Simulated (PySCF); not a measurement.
**Au: 7 runs along one coordinate**

System: Au (Fm-3m, 1 atom in the cell).
Method: Kohn-Sham DFT of a periodic cell in Gaussian orbitals, PBEsol, DZVP-MOLOPT-SR/GTH-PBE, no spin polarisation (PySCF 2.14.0).

The 7 runs differ only in the geometry, by an even scaling of the cell at fixed fractional positions. The structure derives from an entry of the Crystallography Open Database.

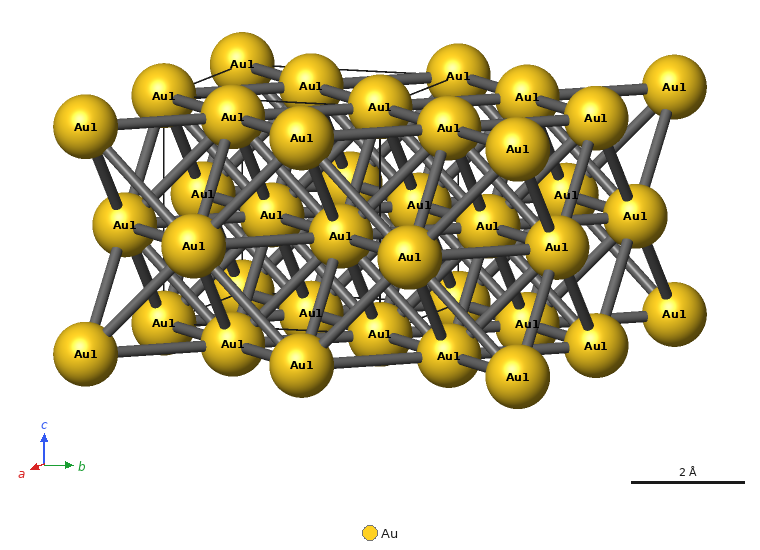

Figure 1. The structure of run 4 (ball-and-stick view of the cell 4 times as large as that of the calculation, set on its symmetry axes, repeated 2 × 2 × 1, seen slightly off an axis; atoms are numbered from 1 in the order of the input).

## Input file of run 4
```python
import json
import numpy as np
from pyscf.pbc import gto, scf, dft, df

cell = gto.Cell()
cell.basis = 'DZVP-MOLOPT-SR-GTH-q11'
cell.pseudo = 'GTH-PBE-q11'
cell.fromfile('Au.cif')
cell.ke_cutoff = 88  # hartree
cell.exp_to_discard = 0.02
cell.precision = 1e-08
cell.space_group_symmetry = True
cell.symmorphic = False
cell.max_memory = 5040  # MB
cell.verbose = 4
cell.build()

res = {}
kpts = cell.make_kpts([6, 6, 6], space_group_symmetry=True, time_reversal_symmetry=True)
cell.space_group_symmetry = False  # the mesh holds the operations; no search on the supercells of the integral code
mf = dft.KRKS(cell, kpts, xc='pbesol')
mf = mf.multigrid_numint()
mf = mf.smearing(sigma=0.00183747, method='fermi')  # hartree
mf.conv_tol = 1e-07
mf.max_cycle = 60

mf.kernel()
res.update(converged=bool(mf.converged), e_tot=mf.e_tot, nelec=cell.nelectron, nao=cell.nao, mesh=list(map(int, cell.mesh)), a=cell.lattice_vectors().tolist(), coords=cell.atom_coords().tolist(),
           mo_energy=[np.real(x).tolist() for x in mf.mo_energy], mo_occ=[np.real(x).tolist() for x in mf.mo_occ])
res.update(e_free=mf.e_free, e_zero=mf.e_zero)
res.update(kpts=kpts.kpts_scaled_ibz.tolist(), weights=kpts.weights_ibz.tolist())
res['parts'] = {k: float(np.real(v)) for k, v in mf.scf_summary.items() if np.isscalar(v)}
json.dump(res, open('results.json', 'w'))
if not mf.converged:
    raise SystemExit('SCF not converged')

print('levels (eV)')
for i, kp in enumerate(res['kpts'][:40]):
    print('k %7.4f %7.4f %7.4f  ' % tuple(kp), ' '.join('%.3f' % (x * 27.211386) for x in res['mo_energy'][i][:11]))

mf = mf.to_khf()  # unfold to the whole mesh
kpts = mf.kpts
# Mulliken populations
dm, s = np.asarray(mf.make_rdm1()), np.asarray(mf.get_ovlp())
sites = cell.aoslice_by_atom()[:, 2:]
tot = np.einsum('kij,kji->i', dm, s).real / len(kpts)
res['mulliken'] = [cell.atom_charge(i) - tot[a0:a1].sum() for i, (a0, a1) in enumerate(sites)]
print('Mulliken charges', np.round(res['mulliken'], 5))
res['done'] = True
json.dump(res, open('results.json', 'w'))
```

## File Au.cif of run 4
```
data_Au
_cell_length_a 2.87792460
_cell_length_b 2.87792460
_cell_length_c 2.87792460
_cell_angle_alpha 60.00000000
_cell_angle_beta 60.00000000
_cell_angle_gamma 60.00000000
_space_group_name_H-M_alt 'P1'
_space_group_name_Hall 'P 1'
_space_group_IT_number 1
loop_
_space_group_symop_operation_xyz
'x,y,z'
loop_
_atom_site_label
_atom_site_type_symbol
_atom_site_symmetry_multiplicity
_atom_site_Wyckoff_symbol
_atom_site_fract_x
_atom_site_fract_y
_atom_site_fract_z
_atom_site_occupancy
Au1 Au 1 a 0.0000000000 0.0000000000 0.0000000000 1
```

Command:
```bash
OMP_NUM_THREADS=4 python -u run.py > log
```

Lattice vectors (Å) and fractional positions of run 4:
```
   0.000000    2.035000    2.035000
   2.035000    0.000000    2.035000
   2.035000    2.035000    0.000000
Au  0.000000  0.000000  0.000000
```

Run 2 has the same physical settings and fractional positions; its lattice vectors (Å) are:
```
   0.000000    2.007497    2.007497
   2.007497    0.000000    2.007497
   2.007497    2.007497    0.000000
```

## Results, with one run withheld

| run | volume per atom (Å³) | free energy per atom, from the lowest run given (meV) |
| --- | --- | --- |
| 1 | 15.843 | 165.55 |
| 2 | 16.181 | ? |
| 3 | 16.518 | 69.04 |
| 4 | 16.855 | 38.21 |
| 5 | 17.192 | 17.18 |
| 6 | 17.529 | 4.79 |
| 7 | 17.866 | 0.00 |

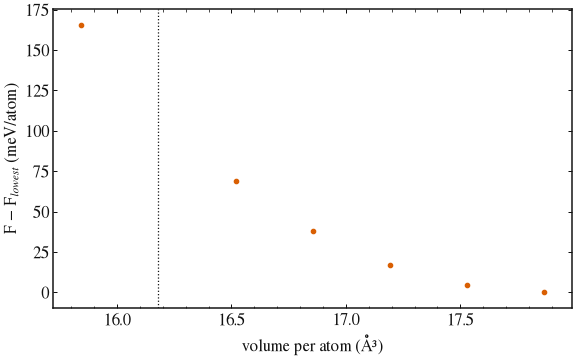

Figure 2. Free energy per atom of the runs given; the dotted line marks run 2.

What should run 2 give?

A cubic polynomial in V^(−2/3) (the Birch–Murnaghan form), fitted to the 6 runs given, misses them by at most 0.01 meV per atom. With x = V^(−2/3) − 0.15158 Å⁻², it reads F = 31.705 + 11525 x + 1.0745e+06 x² + 5.5924e+06 x³ (meV per atom). At run 2 it gives 110.93 meV per atom, and the run itself gives 110.99. The fit has no minimum inside this range.

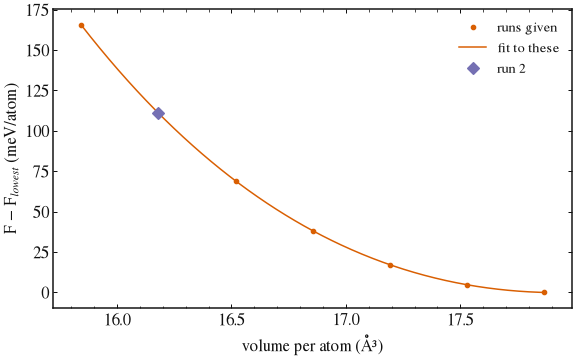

Figure 3. The fit and the withheld run.

## Output, shortened to warnings, some set-up lines, iterations and results (run 2)
```
k-points in IBZ                         weights
[...]
cycle= 1 E= -33.1728517457005  delta_E= 0.057  |g|= 0.674  |ddm|= 9.58
cycle= 2 E= -33.1772351730262  delta_E= -0.00438  |g|= 0.619  |ddm|= 9.36
cycle= 3 E= -33.192729936037  delta_E= -0.0155  |g|= 0.014  |ddm|= 4.26
cycle= 4 E= -33.1927385507868  delta_E= -8.61e-06  |g|= 0.000216  |ddm|= 0.09
cycle= 5 E= -33.192738553913  delta_E= -3.13e-09  |g|= 3.56e-06  |ddm|= 0.00175
    sigma = 0.00183747  Optimized mu = 0.636933705899  entropy = 0.153192712719
nelec by numeric integration = 11.000000000000002
    Total E(T) = -33.1927385539919  Free energy = -33.1930200410057  E0 = -33.1928792974988
Extra cycle  E= -33.1927385539919  delta_E= -7.89e-11  |g|= 3.17e-06  |ddm|= 4.87e-05
converged SCF energy = -33.1927385539919
levels (eV)
k  0.0000  0.0000  0.0000   6.842 12.313 12.313 12.313 14.000 14.000 42.339 42.339 42.339 67.408 67.408
k  0.5000  0.5000  0.0000   9.667 10.036 15.299 15.717 15.717 18.209 23.646 29.317 29.317 40.021 44.587
k  0.5000  0.5000  0.5000   9.417 12.265 12.265 15.349 15.349 16.071 20.739 37.682 37.682 53.133 55.673
k  0.6667  0.6667 -0.0000   9.901 10.535 14.057 14.574 14.574 14.952 30.721 31.772 31.772 37.611 39.789
k  0.6667  0.6667  0.3333   10.680 11.524 12.497 13.868 14.859 20.083 24.169 25.109 33.839 40.806 57.744
k  0.6667  0.6667  0.6667   9.255 12.478 12.478 13.029 14.690 14.690 25.835 39.075 39.075 49.464 58.160
k  0.8333  0.5000  0.3333   10.469 10.815 13.073 14.302 15.719 21.723 22.879 26.259 27.648 42.312 49.279
k  0.8333  0.5000  0.5000   10.132 10.612 13.657 14.442 15.517 18.553 24.791 27.788 31.052 39.241 47.569
k  0.8333  0.6667  0.3333   11.105 11.200 12.198 13.710 15.254 21.042 21.670 28.208 30.067 42.143 58.803
k  0.8333  0.6667  0.5000   10.835 11.135 11.953 14.154 14.563 17.305 26.881 28.468 32.479 41.820 48.299
k  0.8333  0.8333 -0.0000   8.046 11.665 12.947 12.947 13.340 14.305 37.847 37.847 39.438 41.830 54.543
k  0.8333  0.8333  0.1667   9.619 11.427 12.450 13.208 14.632 14.910 28.908 35.258 37.279 40.254 46.462
k  0.8333  0.8333  0.3333   10.074 11.848 12.905 12.985 15.398 18.029 21.830 33.322 35.085 40.118 58.595
k  0.8333  0.8333  0.5000   10.165 12.000 12.708 12.881 14.515 17.065 24.103 31.561 38.171 40.671 53.685
k  0.8333  0.8333  0.6667   9.081 11.676 12.602 13.149 13.372 15.018 31.154 32.828 41.787 45.507 47.500
k  0.8333  0.8333  0.8333   7.714 12.070 12.586 12.586 13.945 13.945 34.538 41.295 41.295 47.573 64.055
Mulliken charges [0.]
```

Notes: Spin–orbit coupling is left out, which matters for Au.
